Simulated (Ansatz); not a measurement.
## WSe2: single-point calculation (part 2 of 2)

The same run, continued: WSe2 (P-3m1, 3 atoms in the cell); DFT, HSE06, plane waves, PAW, no spin polarisation (Ansatz 0.2.0); cutoff 420 eV, 6×6×2 k-mesh, Fermi–Dirac smearing of 0.02 eV. The structure was built on a prototype by a generator. The geometry comes from this level: r2scan-rvv10.

Geometry of the input (Å; fractional positions):
```
3.3153  0.0000  0.0000
-1.6577  2.8712  0.0000
0.0000  0.0000  6.5192
W  0.0000  0.0000  0.0000
Se 0.3333  0.6667  0.2572
Se 0.6667  0.3333  0.7428
```

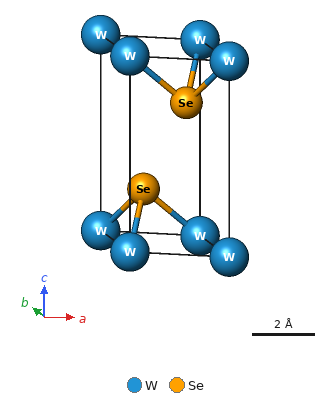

Fig. 1: The structure (ball-and-stick view of the cell of the calculation, seen slightly off an axis).

**The program's output, continued**
```
SCF iter   1: F=—  HF=-21327.643855 eV  |F-HF|=—  |Δ(HF+E_count)|=         —  Δρ=8.39e-3  dr2=1.07e-1  ethr=2.11e-4  ⟨swp⟩=3.5  Hψ=1694  notcnv=0
preconditioner: auto → none  [insulator: Δε(μ)=0.053 eV  Ē_g=9.443 eV  σ=0.020 eV  W_gap=0.53  n_scr=22 (ndim 8)  ℏωp=20.0 eV  f_vac=0.050  D(μ)=1.49/eV (n_scr^D=4)]
SCF iter   2: F=—  HF=-21327.691191 eV  |F-HF|=—  |Δ(HF+E_count)|=   4.73e-2  Δρ=1.25e-2  dr2=3.65e-1  ethr=2.11e-4  ⟨swp⟩=3.9  Hψ=1016  notcnv=0  recentre
preconditioner: auto → Kerker (q_TF=auto, 2.595 Å⁻¹)  [metal: Δε(μ)=0.009 eV  Ē_g=9.249 eV  σ=0.020 eV  W_gap=0.11  n_scr=22 (ndim 8)  ℏωp=20.0 eV  f_vac=0.051  D(μ)=3.00/eV (n_scr^D=36)]
SCF iter   3: F=—  HF=-21327.630161 eV  |F-HF|=—  |Δ(HF+E_count)|=   6.10e-2  Δρ=3.65e-3  dr2=7.09e-3  ethr=2.11e-4  ⟨swp⟩=3.6  Hψ=910  notcnv=0
SCF iter   4: F=—  HF=-21327.626560 eV  |F-HF|=—  |Δ(HF+E_count)|=   3.60e-3  Δρ=1.01e-3  dr2=1.12e-3  ethr=1.40e-5  ⟨swp⟩=3.1  Hψ=910  notcnv=0
SCF iter   5: F=—  HF=-21327.626416 eV  |F-HF|=—  |Δ(HF+E_count)|=   1.44e-4  Δρ=4.74e-4  dr2=2.11e-4  ethr=2.29e-6  ⟨swp⟩=3.0  Hψ=896  notcnv=0
SCF iter   6: F=—  HF=-21327.626415 eV  |F-HF|=—  |Δ(HF+E_count)|=   5.86e-7  Δρ=1.16e-4  dr2=3.50e-5  ethr=3.91e-7  ⟨swp⟩=3.1  Hψ=853  notcnv=0
SCF iter   7: F=—  HF=-21327.626417 eV  |F-HF|=—  |Δ(HF+E_count)|=   1.62e-6  Δρ=6.34e-5  dr2=1.13e-5  ethr=7.48e-8  ⟨swp⟩=3.7  Hψ=818  notcnv=0
SCF iter   8: F=-21327.626417 eV  HF=-21327.626417 eV  |F-HF|=1.43e-7  |Δ(HF+E_count)|=   1.24e-7  Δρ=1.39e-5  dr2=1.44e-7  ethr=2.41e-8  ⟨swp⟩=3.1  Hψ=798  notcnv=0
SCF 2 stopped early in 8 iterations: F = -21327.626417 eV  dr2 = 1.44e-7
  Residual-converged pass: ⟨swp⟩=3.9  Hψ=1239  notcnv=0  max |occ|·‖R‖ = 6.4e-6 eV (tolerance 6.7e-6 eV)  dr2=1.51e-7  dr2_onsite=9.05e-9  max |Δocc| = 1.0e-8
hybrid outer 1: dexx = +1.270e-2 eV, tail = 1.13e-4 eV
Exchange kernel: α = 0.2500, screened, ω = 0.2079 Å⁻¹, Wigner–Seitz truncation, v(0) = 1029.9847 eV·Å³, q-mesh 6×6×2, nearest image of the exchange supercell L = 13.04 Å, pair-density grid 18×18×30, without the augmentation charges, whose exchange is taken in its separable form by FFT convolution over the k-point mesh (sized by the pseudopotential files, 20×20×45 at the most), smooth part of the exact exchange by density-matrix convolution
Frozen-core exchange: fock
SCF iter   1: F=—  HF=-21327.626679 eV  |F-HF|=—  |Δ(HF+E_count)|=         —  Δρ=5.24e-5  dr2=7.82e-7  ethr=1.23e-6  ⟨swp⟩=2.4  Hψ=765  notcnv=0
preconditioner: auto → none  [insulator: Δε(μ)=0.156 eV  Ē_g=9.371 eV  σ=0.020 eV  W_gap=0.66  n_scr=22 (ndim 8)  ℏωp=20.0 eV  f_vac=0.054  D(μ)=2.08/eV (n_scr^D=22)]
SCF iter   2: F=—  HF=-21327.626681 eV  |F-HF|=—  |Δ(HF+E_count)|=   1.89e-6  Δρ=3.60e-5  dr2=4.64e-7  ethr=1.62e-9  ⟨swp⟩=4.0  Hψ=1277  notcnv=0
SCF iter   3: F=—  HF=-21327.626681 eV  |F-HF|=—  |Δ(HF+E_count)|=   1.13e-7  Δρ=1.79e-5  dr2=4.22e-7  ethr=9.54e-10  ⟨swp⟩=3.7  Hψ=800  notcnv=0
SCF iter   4: F=—  HF=-21327.626681 eV  |F-HF|=—  |Δ(HF+E_count)|=   3.33e-8  Δρ=1.58e-5  dr2=2.66e-7  ethr=8.82e-10  ⟨swp⟩=3.7  Hψ=800  notcnv=0
SCF iter   5: F=—  HF=-21327.626681 eV  |F-HF|=—  |Δ(HF+E_count)|=   4.34e-8  Δρ=3.23e-6  dr2=8.79e-9  ethr=5.52e-10  ⟨swp⟩=3.0  Hψ=726  notcnv=0
SCF iter   6: F=-21327.626681 eV  HF=-21327.626681 eV  |F-HF|=8.04e-10  |Δ(HF+E_count)|=  7.28e-10  Δρ=6.06e-7  dr2=8.54e-10  ethr=1.88e-11  ⟨swp⟩=3.0  Hψ=913  notcnv=0
SCF 3 converged in 6 iterations: F = -21327.626681 eV  dr2 = 8.54e-10
  Residual-converged pass: ⟨swp⟩=4.0  Hψ=1129  notcnv=0  max |occ|·‖R‖ = 2.7e-7 eV (tolerance 2.7e-7 eV)  dr2=9.47e-10  dr2_onsite=1.78e-10  max |Δocc| = 1.6e-11
hybrid outer 2: dexx = +5.657e-7 eV, tail = 3.03e-8 eV, Δε = 1.63e-3 eV (about 5.93e-5 eV left of the loop's levels), ΔF = 1.26e-2 eV/Å (tail 2.11e-3)
Exchange kernel: α = 0.2500, screened, ω = 0.2079 Å⁻¹, Wigner–Seitz truncation, v(0) = 1029.9847 eV·Å³, q-mesh 6×6×2, nearest image of the exchange supercell L = 13.04 Å, pair-density grid 18×18×30, without the augmentation charges, whose exchange is taken in its separable form by FFT convolution over the k-point mesh (sized by the pseudopotential files, 20×20×45 at the most), smooth part of the exact exchange by density-matrix convolution
Frozen-core exchange: fock
SCF iter   1: F=—  HF=-21327.626681 eV  |F-HF|=—  |Δ(HF+E_count)|=         —  Δρ=1.51e-6  dr2=1.95e-9  ethr=3.29e-10  ⟨swp⟩=4.1  Hψ=811  notcnv=0
preconditioner: auto → none  [insulator: Δε(μ)=0.156 eV  Ē_g=9.371 eV  σ=0.020 eV  W_gap=0.67  n_scr=22 (ndim 8)  ℏωp=20.0 eV  f_vac=0.054  D(μ)=2.08/eV (n_scr^D=22)]
SCF iter   2: F=—  HF=-21327.626681 eV  |F-HF|=—  |Δ(HF+E_count)|=   1.52e-9  Δρ=1.68e-6  dr2=5.12e-9  ethr=3.84e-12  ⟨swp⟩=4.0  Hψ=1159  notcnv=0
SCF iter   3: F=-21327.626681 eV  HF=-21327.626681 eV  |F-HF|=2.26e-10  |Δ(HF+E_count)|=  6.26e-10  Δρ=7.56e-7  dr2=3.51e-10  ethr=3.84e-12  ⟨swp⟩=3.1  Hψ=790  notcnv=0
SCF 4 converged in 3 iterations: F = -21327.626681 eV  dr2 = 3.51e-10
  Residual-converged pass: ⟨swp⟩=3.1  Hψ=1024  notcnv=0  max |occ|·‖R‖ = 2.4e-7 eV (tolerance 2.7e-7 eV)  dr2=3.64e-10  dr2_onsite=5.29e-11  max |Δocc| = 4.7e-13
hybrid outer 3: dexx = +8.062e-10 eV, tail = 8.10e-10 eV, Δε = 4.09e-5 eV (about 1.05e-5 eV left of the loop's levels), ΔF = 1.14e-4 eV/Å (tail 3.47e-4)
hybrid SCF converged: 3 outer / 17 inner (+10 warm-up), last move |dexx| = 8.06e-10 eV, tail = 8.10e-10 eV
Stability not checked: this state was not tested for a lower state beside it, because the functional holds exact exchange (a hybrid, or Hartree-Fock), whose exchange loop this test does not read (fock_operator; see scf.lower_state_search)
Free energy (F): -21327.626681 eV
Frozen-core exchange: fock
Harris-Foulkes:  -21327.626681 eV  (|F-HF|=2.26e-10)
Internal energy: -21327.624123 eV  (E = F + TS)
E sigma→0 (E₀):  -21327.625402 eV
Entropy (-TS):   -0.002559 eV (-0.853 meV/atom)
Fermi energy:    13.028893 eV
--- Per-component energies (eV) ---
  E_band       = -984.568794
  E_kinetic    = 685.363795
  E_local      = -5758.556968  (includes V_loc(G=0)·N_el)
  E_nonlocal   = -1189.520878
  E_hartree    = 2762.961145
  E_xc         = -379.920316
  E_vxc        = -347.083834  (∫ρ·V_xc dr)
  E_exx        = -176.958945  (= α·E_x^exact, valence–valence)
  E_paw        = -12303.648265  (= ΣΔE_a)
  E_vpaw       = 453.225990  (= ΣTr[D̂ρ^β])
  E_aug_tail   = -0.001243  (compensation charges beyond the density's cutoff)
  E_ewald      = -4962.277648
  E_core_change = -5.064798  (= ΣΔE_core)
  E_smearing   = -0.002559  (= −TS)
  E_closure    = -0.000001  (closes the sum)
  Σ components = -21327.626681   (vs F -21327.626681, Δ=0.00e0)
--- Forces (eV/Å), atoms counted from 1 ---
  atom   1  W      0.00000000     0.00000000     0.00000000
  atom   2  Se    -0.00000000    -0.00000000    -0.27082673
  atom   3  Se    -0.00000000     0.00000000     0.27082673
  max |Σ_I F_I| component: 4.63e-18 eV/Å
--- Stress (GPa, compression-positive) ---
       -1.138298       0.000000      -0.000000
        0.000000      -1.138298       0.000000
       -0.000000       0.000000       0.050233
  P = ⅓ Tr σ = -0.7421 GPa (-7.421 kbar)
--- Band table (eV; the first three rows and the last of 14) ---
  k-point 0: bands = ["-65.9459", "-39.5134", "-39.5134", "-39.5131", "-39.5131", "-39.4812", "-39.4812", "-39.4808", "-39.4808", "-39.4673", "-39.4667", "-28.7275", "-28.7222", "-28.7222", "-4.3863", "-2.7276", "4.4791", "8.8062", "8.8062", "10.6672", "11.1729", "12.0702", "12.0702", "13.0427", "13.0427", "16.8892", "16.8892"]
  k-point 1: bands = ["-65.9459", "-39.5134", "-39.5134", "-39.5131", "-39.5131", "-39.4810", "-39.4810", "-39.4809", "-39.4809", "-39.4671", "-39.4669", "-28.7280", "-28.7222", "-28.7222", "-4.1196", "-3.1648", "5.6451", "8.1128", "8.8331", "8.8331", "12.0574", "12.0574", "12.4074", "12.8869", "12.8869", "17.1915", "17.1915"]
  k-point 2: bands = ["-65.9425", "-39.5133", "-39.5132", "-39.5123", "-39.5120", "-39.4818", "-39.4815", "-39.4809", "-39.4807", "-39.4668", "-39.4662", "-28.7953", "-28.7396", "-28.7135", "-3.9239", "-2.5665", "5.0893", "7.7865", "9.0064", "9.5280", "10.8865", "11.0155", "11.2838", "13.1368", "13.8998", "16.2288", "16.8368"]
  k-point 13: bands = ["-65.9310", "-39.5118", "-39.5105", "-39.5103", "-39.5103", "-39.4828", "-39.4826", "-39.4826", "-39.4812", "-39.4647", "-39.4647", "-28.9223", "-28.9223", "-28.6640", "-1.7520", "-1.7520", "6.2162", "6.4034", "6.4034", "7.9773", "8.3449", "8.3449", "13.3163", "13.3163", "13.9631", "17.4784", "17.4784"]
```

**File rho_z.tsv**
```
# z_ang	rho[e/angstrom^3]
# format = ansatz-planar-average/11
# lattice	3.315344182	0.000000000	0.000000000
# lattice	-1.657672091	2.871172284	0.000000000
# lattice	0.000000000	0.000000000	6.519198705
# sites	3
# site	74	0.000000000	0.000000000	0.000000000
# site	34	-0.000000000	1.914114856	1.676531778
# site	34	1.657672091	0.957057428	4.842666926
0.000000	1.106548e0
0.144871	1.085487e0
0.289742	1.004786e0
0.434613	8.529999e-1
0.579484	6.722147e-1
0.724355	5.300353e-1
0.869226	4.625162e-1
1.014098	4.822459e-1
1.158969	6.200369e-1
1.303840	9.484398e-1
1.448711	1.487221e0
1.593582	1.980827e0
1.738453	2.005765e0
1.883324	1.522146e0
2.028195	9.338329e-1
2.173066	5.357728e-1
2.317937	3.283670e-1
2.462808	2.219514e-1
2.607679	1.569213e-1
2.752551	1.096066e-1
2.897422	7.747428e-2
3.042293	5.788607e-2
3.187164	4.874252e-2
3.332035	4.874252e-2
3.476906	5.788607e-2
3.621777	7.747428e-2
3.766648	1.096066e-1
3.911519	1.569213e-1
4.056390	2.219514e-1
4.201261	3.283670e-1
4.346132	5.357728e-1
4.491004	9.338329e-1
4.635875	1.522146e0
4.780746	2.005765e0
4.925617	1.980827e0
5.070488	1.487221e0
5.215359	9.484398e-1
5.360230	6.200369e-1
5.505101	4.822459e-1
5.649972	4.625162e-1
5.794843	5.300353e-1
5.939714	6.722147e-1
6.084585	8.529999e-1
6.229457	1.004786e0
6.374328	1.085487e0
```

**File v_z.tsv**
```
# z_ang	v_es[eV]	v_tot[eV]
# format = ansatz-planar-average/11
# xc	hse06
# density_cutoff_ev	1680
# datasets	W=:simpson_from_first_knot:soft:fock:shift=0	Se=:simpson_from_first_knot:soft:fock:shift=0
# lattice	3.315344182	0.000000000	0.000000000
# lattice	-1.657672091	2.871172284	0.000000000
# lattice	0.000000000	0.000000000	6.519198705
# sites	3
# site	74	0.000000000	0.000000000	0.000000000
# site	34	-0.000000000	1.914114856	1.676531778
# site	34	1.657672091	0.957057428	4.842666926
0.000000	-4.114103e0	-1.566562e1
0.144871	-3.574223e0	-1.503533e1
0.289742	-2.027591e0	-1.322369e1
0.434613	2.640868e-1	-1.053196e1
0.579484	2.894489e0	-7.458614e0
0.724355	5.146207e0	-4.849999e0
0.869226	6.379164e0	-3.425410e0
1.014098	6.791200e0	-2.982798e0
1.158969	6.986129e0	-2.890822e0
1.303840	7.222612e0	-2.822819e0
1.448711	7.435727e0	-2.742173e0
1.593582	7.608613e0	-2.581521e0
1.738453	7.783625e0	-2.248025e0
1.883324	8.025525e0	-1.665664e0
2.028195	8.421623e0	-7.708286e-1
2.173066	9.098256e0	5.034692e-1
2.317937	1.028283e1	2.325801e0
2.462808	1.206290e1	4.769341e0
2.607679	1.395102e1	7.333124e0
2.752551	1.524830e1	9.245363e0
2.897422	1.596825e1	1.047703e1
3.042293	1.638057e1	1.129169e1
3.187164	1.656800e1	1.170527e1
3.332035	1.656800e1	1.170527e1
3.476906	1.638057e1	1.129169e1
3.621777	1.596825e1	1.047703e1
3.766648	1.524830e1	9.245363e0
3.911519	1.395102e1	7.333124e0
4.056390	1.206290e1	4.769341e0
4.201261	1.028283e1	2.325801e0
4.346132	9.098256e0	5.034692e-1
4.491004	8.421623e0	-7.708286e-1
4.635875	8.025525e0	-1.665664e0
4.780746	7.783625e0	-2.248025e0
4.925617	7.608613e0	-2.581521e0
5.070488	7.435727e0	-2.742173e0
5.215359	7.222612e0	-2.822819e0
5.360230	6.986129e0	-2.890822e0
5.505101	6.791200e0	-2.982798e0
5.649972	6.379164e0	-3.425410e0
5.794843	5.146207e0	-4.849999e0
5.939714	2.894489e0	-7.458614e0
6.084585	2.640868e-1	-1.053196e1
6.229457	-2.027591e0	-1.322369e1
6.374328	-3.574223e0	-1.503533e1
```

**Summary**

```csv
quantity,value
outcome,converged
space group (tolerance 0.01 Å),P-3m1 (164)
electrons treated,46
free energy,−21327.6267 eV
Fermi energy,13.029 eV
band gap,none (metallic)
pressure,−0.74 GPa
largest force (length of the vector),0.271 eV/Å
hardware,"4 threads of an x86-64 CPU, shared host"
wall time,80 s (CPU time 2.2 min)
peak memory,1.3 GiB
```

**Remarks**

The program warns: the exchange loop's threshold is looser than advised for the stress; the SCF threshold is looser than advised for the printed stress. Spin–orbit coupling is left out, which matters for W.
